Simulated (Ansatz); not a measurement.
**Ag: single-point calculation**

The run: single-point calculation of Ag (4 atoms in the cell). Method and program: DFT r2SCAN, scalar-relativistic, plane waves, PAW, no spin polarisation (Ansatz 0.2.0).

The structure derives from a Materials Project entry.

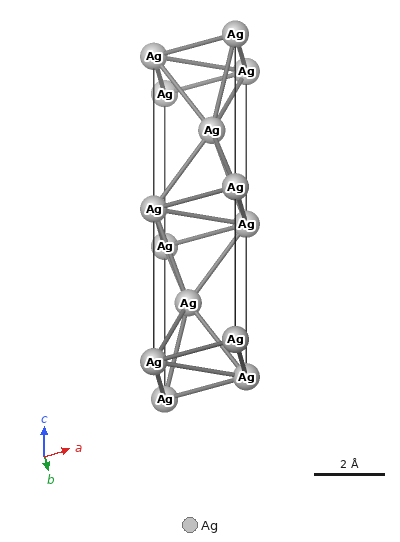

Fig. 1: The structure (ball-and-stick view of the cell of the calculation, seen at an oblique angle). An atom can appear more than once, as a periodic image. Near neighbours in the periodic cell (some may lie outside the picture): Ag has 12 Ag at 2.90 to 2.91 Å.

## Summary

| quantity | value |
| --- | --- |
| outcome | converged |
| space group (tolerance 0.01 Å) | P6₃/mmc (194) |
| electrons treated | 76 |
| free energy | −30415.7001 eV |
| Fermi energy | 16.784 eV |
| gap on the k-point mesh | none (metallic) |
| pressure | 0.31 GPa |
| largest force (length of the vector) | under 0.001 eV/Å |
| hardware | 1 thread of AMD EPYC (Zen 3), 189 GiB of memory available, shared host |
| wall time | 10 s |
| peak memory | 0.53 GiB |

## Input file
```yaml
crystal:
  lattice:
    - [2.9111314733, 0.0, 0.0]
    - [-1.4555657366, 2.5211138096, 0.0]
    - [0.0, 0.0, 9.46370874]
  atoms:
    - { symbol: Ag, position: [0.0, 0.0, 0.0] }
    - { symbol: Ag, position: [0.0, 0.0, 0.5] }
    - { symbol: Ag, position: [0.33333333, 0.66666667, 0.25] }
    - { symbol: Ag, position: [0.66666667, 0.33333333, 0.75] }
basis:
  ecutwfc: 500
kpoints:
  mp_grid: { grid: [6, 6, 2] }
hamiltonian:
  xc: r2scan
scf:
  occupations: { method: gaussian, width: 0.1 }
output:
  forces: true
  stress: true
  eigenvalues: true
```

Command:
```bash
ansatz run input.yaml --threads 1 --pin off --max-ram 2560MiB --backend cpu --events-out ev --progress --plain --runs-dir out
```

## Output
```
Engine: ansatz 0.2.0, x86_64-unknown-linux-gnu
Pseudopotentials: kind: paw
Pseudopotential: Ag, paw, valence charge 19, recommended cutoff 500 eV (meta_gga), Ag.paw.azcp
Functional definition: r2SCAN
  parameter k0 = 0.174
  parameter k1 = 0.065
  parameter a1 = 4.9479
  exchange = r2scan_x(k0 = k0, k1 = k1, a1 = a1)
  correlation = r2scan_c
Crystal: 4 atoms, lattice volume = 69.457 Å³
Basis set: ecut = 500 eV, 1775 PW (Γ), exchange–correlation on 96×96×288 points (64 copies of the dense FFT grid, shifted against one another)
Bands: 46, of which v1, the nominal top of the filled ones, is band 38 counted from 1 (37 counted from 0)
Symmetry: 24 space group operations
Space group: P63/mmc (ITA 194), of the structure as read, at distance tolerance 4.1e-5 Å
k-points: 14 of 72
Non-local potential: Ag, projectors of the file, l = 0: 3, l = 1: 2, l = 2: 2, l = 3: 1
PAW form: soft (Blöchl's): semilocal exchange-correlation on the pseudo side does not see the compensation charge
PAW frozen core: Ag, regenerated for the run's functional (the file was generated under x = pbe(κ = 0.804, μ = 0.2195149727645171), c = pbe(β = 0.06672455060314922))
PAW one-centre angular grid: Ag, 590 points (default); XC on 160 Gauss nodes
Initial density: superposition of atomic densities (neutral atoms: chi_scale 0, normalization atom), corrected by the library's trained network
Initial wavefunctions: pseudopotential atomic-orbital guess
Functional: x = r2scan, c = r2scan; τ floored in thin density (d = 2e-4 eV/Å³)
SCF iter   1: F=—  HF=-30415.716592 eV  |F-HF|=—  |Δ(HF+E_count)|=         —  Δρ=1.19e-2  dr2=9.42e-2  dr2_τ=2.10e-3  ethr=1.77e-3  ⟨swp⟩=5.6  Hψ=2098  notcnv=0  defer=14
preconditioner: auto → Resta (q_TF=auto, 2.770 Å⁻¹)  ε∞=7.2  [insulator: Δε(μ)=0.120 eV  Ē_g=11.882 eV  σ=0.100 eV  W_gap=0.56  n_scr=26 (ndim 8)  ℏωp=29.6 eV  f_vac=0.000  D(μ)=1.79/eV (n_scr^D=6)  ε∞_Penn≈7.2]
SCF iter   2: F=—  HF=-30415.698439 eV  |F-HF|=—  |Δ(HF+E_count)|=   1.82e-2  Δρ=5.42e-3  dr2=1.24e-2  dr2_τ=2.15e-3  ethr=1.24e-4  ⟨swp⟩=2.5  Hψ=1057  notcnv=0  defer=19
SCF iter   3: F=—  HF=-30415.699894 eV  |F-HF|=—  |Δ(HF+E_count)|=   1.46e-3  Δρ=2.13e-3  dr2=2.43e-3  dr2_τ=9.07e-5  ethr=1.64e-5  ⟨swp⟩=1.0  Hψ=610  notcnv=0  defer=9
automatic band count: iteration 3 solves 45 bands in place of 46: the levels show a gap, and the empty bands left out lie too high to hold charge; the band table lists the bands solved (type scf.n_extra_bands for more)
SCF iter   4: F=—  HF=-30415.700014 eV  |F-HF|=—  |Δ(HF+E_count)|=   1.19e-4  Δρ=4.25e-4  dr2=5.90e-5  dr2_τ=8.86e-6  ethr=3.19e-6  ⟨swp⟩=2.0  Hψ=892  notcnv=0  defer=9
SCF iter   5: F=—  HF=-30415.700093 eV  |F-HF|=—  |Δ(HF+E_count)|=   7.98e-5  Δρ=8.61e-5  dr2=5.26e-6  dr2_τ=2.92e-7  ethr=7.77e-8  ⟨swp⟩=2.2  Hψ=1131  notcnv=0  defer=9
SCF iter   6: F=—  HF=-30415.700100 eV  |F-HF|=—  |Δ(HF+E_count)|=   6.95e-6  Δρ=3.76e-5  dr2=8.73e-7  dr2_τ=4.71e-8  ethr=6.92e-9  ⟨swp⟩=2.0  Hψ=919  notcnv=0  defer=9
SCF iter   7: F=-30415.700101 eV  HF=-30415.700101 eV  |F-HF|=5.24e-8  |Δ(HF+E_count)|=   6.60e-7  Δρ=1.19e-5  dr2=8.60e-8  dr2_τ=6.39e-9  ethr=1.32e-10  ⟨swp⟩=7.1  Hψ=3033  notcnv=0
SCF 1 converged in 7 iterations: F = -30415.700101 eV  dr2 = 8.60e-8
  greatest PAW one-centre occupation: 1.001 electrons in one spin orbital (limit 2), on the Ag atom at site 0 (counted from 0), in its partial waves of l = 1
```

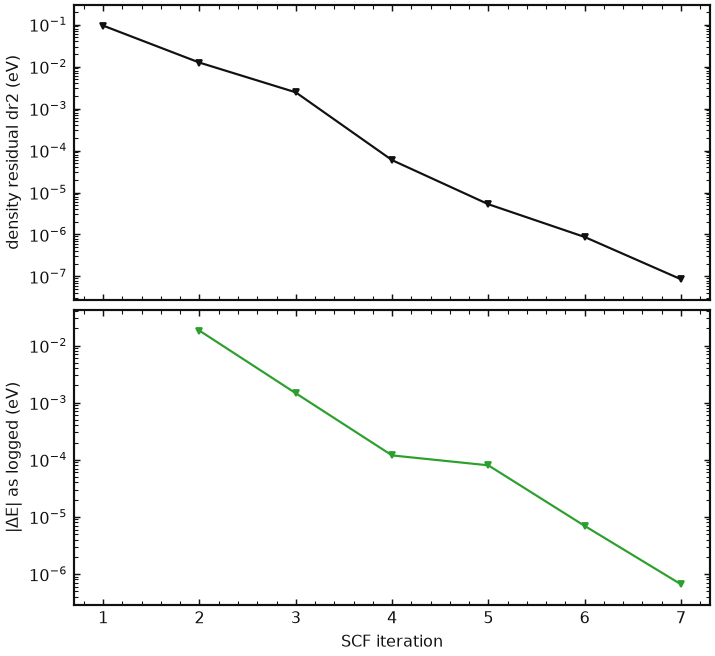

Fig. 2: Convergence of the self-consistent field: density residual dr2 and size of the energy change against the SCF iteration. The residual falls at every step.

```
SCF converged after 7 iterations
Free energy (F): -30415.700101 eV
Harris-Foulkes:  -30415.700101 eV  (|F-HF|=5.24e-8)
Internal energy: -30415.690159 eV  (E = F + TS)
E sigma→0 (E₀):  -30415.695130 eV
Entropy (-TS):   -0.009942 eV (-2.486 meV/atom)
Fermi energy:    16.783840 eV
--- Per-component energies (eV) ---
  E_band       = -1042.931535
  E_kinetic    = 2112.660243
  E_local      = -8909.234151  (includes V_loc(G=0)·N_el)
  E_nonlocal   = 325.348775
  E_hartree    = 4056.973398
  E_xc         = -713.737752
  E_vxc        = -1051.527791  (∫ρ·V_xc dr)
  E_paw        = -15689.889999  (= ΣΔE_a)
  E_vpaw       = -1709.855425  (= ΣTr[D̂ρ^β])
  E_aug_tail   = 0.000248  (compensation charges beyond the density's cutoff)
  E_vtau       = 75.710003  (kinetic-family band-sum trace: ∫τ·v_τ [+ j·A + Jᵃ·Aᵃ] dr)
  E_ewald      = -11595.773677
  E_core_change = -2.037243  (= ΣΔE_core)
  E_smearing   = -0.009942  (= −TS)
  E_closure    = 0.000000  (closes the sum)
  Σ components = -30415.700101   (vs F -30415.700101, Δ=0.00e0)
--- Forces (eV/Å), atoms counted from 1 ---
  atom   1  Ag     0.00000000    -0.00000000    -0.00000000
  atom   2  Ag     0.00000000    -0.00000000     0.00000000
  atom   3  Ag    -0.00000000     0.00000000     0.00000000
  atom   4  Ag     0.00000000    -0.00000000     0.00000000
  max |Σ_I F_I| component: 2.31e-18 eV/Å
--- Stress (GPa, compression-positive) ---
        1.232584      -0.000000       0.000000
       -0.000000       1.232584       0.000000
        0.000000       0.000000      -1.536766
  P = ⅓ Tr σ = 0.3095 GPa (3.095 kbar)
--- Band table (eV; the first three rows and the last of 14) ---
  k-point 0: bands = ["-77.6603", "-77.6522", "-77.6516", "-77.6434", "-40.3624", "-40.2827", "-40.2824", "-40.2149", "-40.2149", "-40.2029", "-40.2029", "-40.2022", "-40.2022", "-40.2019", "-40.1901", "-40.1901", "9.1447", "10.3418", "10.4719", "10.4744", "11.8509", "11.8509", "11.8589", "11.8589", "11.8861", "12.0773", "12.0773", "12.1196", "12.1196", "12.2405", "12.2503", "12.6797", "12.6797", "13.0012", "13.0012", "13.2274", "13.2274", "13.6228", "13.6228", "16.7141", "20.6288", "28.4428", "28.4663", "32.7618", "32.9858"]
  k-point 1: bands = ["-77.6578", "-77.6578", "-77.6459", "-77.6459", "-40.3391", "-40.3391", "-40.2256", "-40.2256", "-40.2113", "-40.2113", "-40.2113", "-40.2113", "-40.1938", "-40.1938", "-40.1938", "-40.1938", "9.6279", "9.6279", "10.4460", "10.4460", "11.8054", "11.8054", "11.9267", "11.9267", "11.9267", "11.9267", "11.9981", "11.9981", "11.9981", "11.9981", "12.8362", "12.8362", "12.8362", "12.8362", "13.4578", "13.4578", "13.4578", "13.4578", "14.5146", "14.5146", "23.6478", "23.6478", "32.7074", "32.7074", "33.0524"]
  k-point 2: bands = ["-77.6566", "-77.6495", "-77.6489", "-77.6418", "-40.3495", "-40.2876", "-40.2874", "-40.2433", "-40.2261", "-40.2244", "-40.2238", "-40.2187", "-40.2104", "-40.2097", "-40.2076", "-40.1957", "9.8744", "10.6990", "11.0030", "11.0031", "11.4267", "11.5766", "11.6929", "11.7116", "11.8800", "12.0875", "12.1807", "12.1925", "12.3700", "12.4380", "12.4495", "12.4668", "12.5044", "12.7232", "13.0632", "13.2066", "13.6680", "13.8624", "13.8941", "18.4692", "20.8348", "28.9895", "29.0180", "29.5790", "31.1384"]
  k-point 13: bands = ["-77.6402", "-77.6402", "-77.6395", "-77.6395", "-40.3155", "-40.3155", "-40.3100", "-40.3100", "-40.2854", "-40.2854", "-40.2821", "-40.2821", "-40.2428", "-40.2428", "-40.2404", "-40.2404", "10.8706", "10.8706", "11.1829", "11.1829", "11.4405", "11.4405", "11.5969", "11.5969", "11.9866", "11.9866", "11.9956", "11.9956", "12.6361", "12.6361", "12.9389", "12.9389", "13.4958", "13.4958", "13.6218", "13.6218", "20.4910", "20.4910", "20.5338", "20.5338", "20.8812", "20.8812", "24.0813", "24.0813", "24.5297"]
```

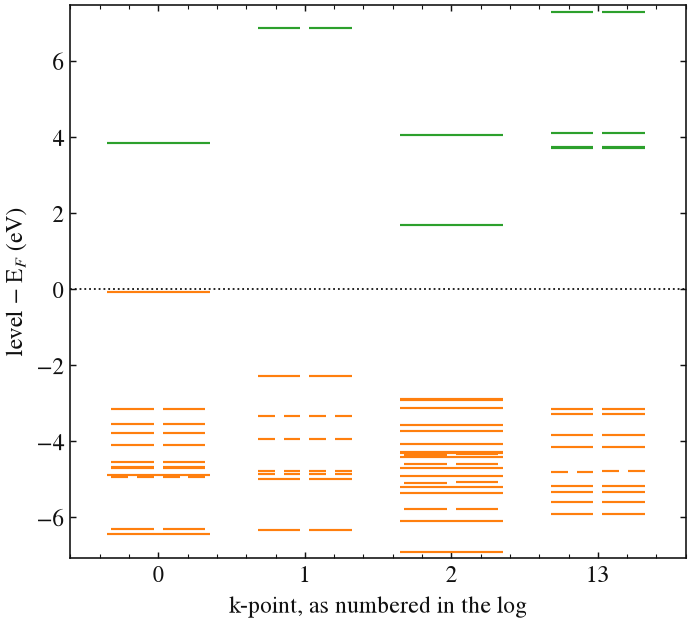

Fig. 3: Kohn–Sham levels near the Fermi level (dotted) at the few k-points that the log prints; levels within 0.02 eV of each other stand side by side. The system is metallic on the full mesh.
